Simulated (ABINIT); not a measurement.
## Rpa calculation of SiC (part 4 of 5)

The same run, continued: SiC (P6₃mc, 4 atoms in the cell); Kohn-Sham DFT of a periodic cell, LDA, PseudoDojo NC SR LDA v0.4.1 standard, RPA, no spin polarisation (ABINIT 10.8.3); cutoff 1006.82 eV, 6×6×3 k-mesh, fixed occupations. The structure derives from an entry of the Crystallography Open Database.

Geometry of the input (Å; fractional positions):
```
3.0760  0.0000  0.0000
-1.5380  2.6639  0.0000
0.0000  0.0000  5.0480
Si 0.6667  0.3333  0.5000
Si 0.3333  0.6667  0.0000
C  0.6667  0.3333  0.8850
C  0.3333  0.6667  0.3850
```

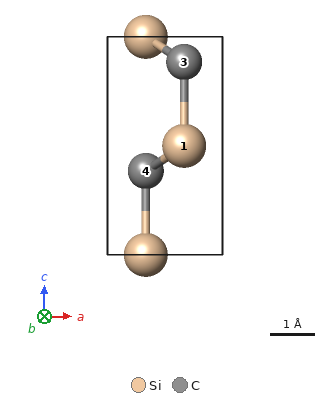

The input geometry (ball-and-stick view of the cell of the calculation, along the b axis; atoms are numbered from 1 in the order of the input).

Output, continued:
```
 Together with 12 symmetry operations and time-reversal symmetry
 yields   108 points in the full Brillouin Zone.

 setmesh: FFT mesh size selected  =    15x   15x   30
          total number of points  =         6750

 vcoul_init : cutoff-mode = AUXILIARY_FUNCTION
 q-points for optical limit:   1
     1)      0.000010    0.000020    0.000030

 Number of electrons calculated from density =   15.9987; Expected =   16.0000
 average of density, n =  0.057314
 r_s =    1.6090
 omega_plasma =   23.0934 [eV]

 calculating chi0 at frequencies [eV] :
  1    0.000000E+00    0.000000E+00
  2    0.000000E+00    2.924234E+03
  3    0.000000E+00    5.403858E+02
  4    0.000000E+00    2.093093E+02
  5    0.000000E+00    1.046644E+02
  6    0.000000E+00    5.887764E+01
  7    0.000000E+00    3.500266E+01
  8    0.000000E+00    2.115438E+01
  9    0.000000E+00    1.257624E+01
 10    0.000000E+00    7.074607E+00
 11    0.000000E+00    3.537634E+00
 12    0.000000E+00    1.370242E+00
 13    0.000000E+00    2.532149E-01

--------------------------------------------------------------------------------
  q-point number  1        q = ( 0.000000, 0.000000, 0.000000) [r.l.u.]
--------------------------------------------------------------------------------
 For q-point:  0.000010 0.000020 0.000030
  dielectric constant =   7.1076
  dielectric constant without local fields =   7.7525

  Average fulfillment of the sum rule on Im[epsilon] for q-point    1 :     87.07  [%]
--------------------------------------------------------------------------------
  q-point number  2        q = ( 0.166667, 0.000000, 0.000000) [r.l.u.]
--------------------------------------------------------------------------------
  Average fulfillment of the sum rule on Im[epsilon] for q-point    2 :     92.31  [%]

--------------------------------------------------------------------------------
  q-point number  3        q = ( 0.333333, 0.000000, 0.000000) [r.l.u.]
--------------------------------------------------------------------------------
  Average fulfillment of the sum rule on Im[epsilon] for q-point    3 :     89.73  [%]

--------------------------------------------------------------------------------
  q-point number  4        q = ( 0.500000, 0.000000, 0.000000) [r.l.u.]
--------------------------------------------------------------------------------
  Average fulfillment of the sum rule on Im[epsilon] for q-point    4 :     89.06  [%]

--------------------------------------------------------------------------------
  q-point number  5        q = ( 0.166667, 0.166667, 0.000000) [r.l.u.]
--------------------------------------------------------------------------------
  Average fulfillment of the sum rule on Im[epsilon] for q-point    5 :     90.25  [%]

--------------------------------------------------------------------------------
  q-point number  6        q = ( 0.333333, 0.166667, 0.000000) [r.l.u.]
--------------------------------------------------------------------------------
  Average fulfillment of the sum rule on Im[epsilon] for q-point    6 :     89.07  [%]

--------------------------------------------------------------------------------
  q-point number  7        q = ( 0.333333, 0.333333, 0.000000) [r.l.u.]
--------------------------------------------------------------------------------
  Average fulfillment of the sum rule on Im[epsilon] for q-point    7 :     88.99  [%]

--------------------------------------------------------------------------------
  q-point number  8        q = ( 0.000000, 0.000000, 0.333333) [r.l.u.]
--------------------------------------------------------------------------------
  Average fulfillment of the sum rule on Im[epsilon] for q-point    8 :     92.26  [%]

--------------------------------------------------------------------------------
  q-point number  9        q = ( 0.166667, 0.000000, 0.333333) [r.l.u.]
--------------------------------------------------------------------------------
  Average fulfillment of the sum rule on Im[epsilon] for q-point    9 :     91.17  [%]

--------------------------------------------------------------------------------
  q-point number 10        q = ( 0.333333, 0.000000, 0.333333) [r.l.u.]
--------------------------------------------------------------------------------
  Average fulfillment of the sum rule on Im[epsilon] for q-point   10 :     89.55  [%]

--------------------------------------------------------------------------------
  q-point number 11        q = ( 0.500000, 0.000000, 0.333333) [r.l.u.]
--------------------------------------------------------------------------------
  Average fulfillment of the sum rule on Im[epsilon] for q-point   11 :     89.04  [%]

--------------------------------------------------------------------------------
  q-point number 12        q = ( 0.166667, 0.166667, 0.333333) [r.l.u.]
--------------------------------------------------------------------------------
  Average fulfillment of the sum rule on Im[epsilon] for q-point   12 :     89.93  [%]

--------------------------------------------------------------------------------
  q-point number 13        q = ( 0.333333, 0.166667, 0.333333) [r.l.u.]
--------------------------------------------------------------------------------
  Average fulfillment of the sum rule on Im[epsilon] for q-point   13 :     89.04  [%]

--------------------------------------------------------------------------------
  q-point number 14        q = ( 0.333333, 0.333333, 0.333333) [r.l.u.]
--------------------------------------------------------------------------------
  Average fulfillment of the sum rule on Im[epsilon] for q-point   14 :     89.00  [%]

================================================================================
== DATASET  5 ==================================================================

--- !DatasetInfo
iteration_state: {dtset: 5, }
dimensions: {natom: 4, nkpt: 14, mband: 158, nsppol: 1, nspinor: 1, nspden: 1, mpw: 1398, }
cutoff_energies: {ecut:  22.0, pawecutdg:  -1.0, }
electrons: {nelect:   1.60000000E+01, charge:   0.00000000E+00, occopt:   1.00000000E+00, tsmear:   1.00000000E-02, }
meta: {optdriver: 3, gwcalctyp: 1, }
...

 mkfilename : getwfk/=0, take file _WFK from output of DATASET   2.

 Exchange-correlation functional for the present dataset will be:
  LDA: Perdew-Wang 92 LSD fit to Ceperley-Alder data - ixc=7
  J.P.Perdew and Y.Wang, PRB 45, 13244 (1992)

 SCREENING: Calculation of the susceptibility and dielectric matrices

 Based on a program developped by R.W. Godby, V. Olevano, G. Onida, and L. Reining.
 Incorporated in ABINIT by V. Olevano, G.-M. Rignanese, and M. Torrent.

 Real(R)+Recip(G) space primitive vectors, cartesian coordinates (Bohr,Bohr^-1):
 R(1)=  5.8127976  0.0000000  0.0000000  G(1)=  0.1720342  0.0993240  0.0000000
 R(2)= -2.9063988  5.0340304  0.0000000  G(2)=  0.0000000  0.1986480  0.0000000
 R(3)=  0.0000000  0.0000000  9.5393375  G(3)=  0.0000000  0.0000000  0.1048291
 Unit cell volume ucvol=  2.7913818E+02 bohr^3
 Angles (23,13,12)=  9.00000000E+01  9.00000000E+01  1.20000000E+02 degrees
--------------------------------------------------------------------------------

 ==== K-mesh for the wavefunctions ====
 Number of points in the irreducible wedge :    14
 Reduced coordinates and weights :

     1)     0.00000000E+00  0.00000000E+00  0.00000000E+00       0.00926
     2)     1.66666667E-01  0.00000000E+00  0.00000000E+00       0.05556
     3)     3.33333333E-01  0.00000000E+00  0.00000000E+00       0.05556
     4)     5.00000000E-01  0.00000000E+00  0.00000000E+00       0.02778
   [... 10 further points ...]

 Together with 12 symmetry operations and time-reversal symmetry
 yields   108 points in the full Brillouin Zone.

 ==== Q-mesh for the screening function ====
 Number of points in the irreducible wedge :    14
 Reduced coordinates and weights :

     1)     0.00000000E+00  0.00000000E+00  0.00000000E+00       0.00926
     2)     1.66666667E-01  0.00000000E+00  0.00000000E+00       0.05556
     3)     3.33333333E-01  0.00000000E+00  0.00000000E+00       0.05556
     4)     5.00000000E-01  0.00000000E+00  0.00000000E+00       0.02778
   [... 10 further points ...]

 Together with 12 symmetry operations and time-reversal symmetry
 yields   108 points in the full Brillouin Zone.

 setmesh: FFT mesh size selected  =    15x   15x   30
          total number of points  =         6750

 vcoul_init : cutoff-mode = AUXILIARY_FUNCTION
 q-points for optical limit:   1
     1)      0.000010    0.000020    0.000030

 Number of electrons calculated from density =   15.9987; Expected =   16.0000
 average of density, n =  0.057314
 r_s =    1.6090
 omega_plasma =   23.0934 [eV]

 calculating chi0 at frequencies [eV] :
  1    0.000000E+00    0.000000E+00
  2    0.000000E+00    2.924234E+03
  3    0.000000E+00    5.403858E+02
  4    0.000000E+00    2.093093E+02
  5    0.000000E+00    1.046644E+02
  6    0.000000E+00    5.887764E+01
  7    0.000000E+00    3.500266E+01
  8    0.000000E+00    2.115438E+01
  9    0.000000E+00    1.257624E+01
 10    0.000000E+00    7.074607E+00
 11    0.000000E+00    3.537634E+00
 12    0.000000E+00    1.370242E+00
 13    0.000000E+00    2.532149E-01

--------------------------------------------------------------------------------
  q-point number  1        q = ( 0.000000, 0.000000, 0.000000) [r.l.u.]
--------------------------------------------------------------------------------
 For q-point:  0.000010 0.000020 0.000030
  dielectric constant =   7.1049
  dielectric constant without local fields =   7.7530

  Average fulfillment of the sum rule on Im[epsilon] for q-point    1 :     91.30  [%]
--------------------------------------------------------------------------------
  q-point number  2        q = ( 0.166667, 0.000000, 0.000000) [r.l.u.]
--------------------------------------------------------------------------------
  Average fulfillment of the sum rule on Im[epsilon] for q-point    2 :     94.47  [%]

--------------------------------------------------------------------------------
  q-point number  3        q = ( 0.333333, 0.000000, 0.000000) [r.l.u.]
--------------------------------------------------------------------------------
  Average fulfillment of the sum rule on Im[epsilon] for q-point    3 :     92.95  [%]

--------------------------------------------------------------------------------
  q-point number  4        q = ( 0.500000, 0.000000, 0.000000) [r.l.u.]
--------------------------------------------------------------------------------
  Average fulfillment of the sum rule on Im[epsilon] for q-point    4 :     92.58  [%]

--------------------------------------------------------------------------------
  q-point number  5        q = ( 0.166667, 0.166667, 0.000000) [r.l.u.]
--------------------------------------------------------------------------------
  Average fulfillment of the sum rule on Im[epsilon] for q-point    5 :     93.26  [%]

--------------------------------------------------------------------------------
  q-point number  6        q = ( 0.333333, 0.166667, 0.000000) [r.l.u.]
--------------------------------------------------------------------------------
  Average fulfillment of the sum rule on Im[epsilon] for q-point    6 :     92.58  [%]

--------------------------------------------------------------------------------
  q-point number  7        q = ( 0.333333, 0.333333, 0.000000) [r.l.u.]
--------------------------------------------------------------------------------
  Average fulfillment of the sum rule on Im[epsilon] for q-point    7 :     92.55  [%]

--------------------------------------------------------------------------------
  q-point number  8        q = ( 0.000000, 0.000000, 0.333333) [r.l.u.]
--------------------------------------------------------------------------------
  Average fulfillment of the sum rule on Im[epsilon] for q-point    8 :     94.43  [%]

--------------------------------------------------------------------------------
  q-point number  9        q = ( 0.166667, 0.000000, 0.333333) [r.l.u.]
--------------------------------------------------------------------------------
  Average fulfillment of the sum rule on Im[epsilon] for q-point    9 :     93.78  [%]

--------------------------------------------------------------------------------
  q-point number 10        q = ( 0.333333, 0.000000, 0.333333) [r.l.u.]
```
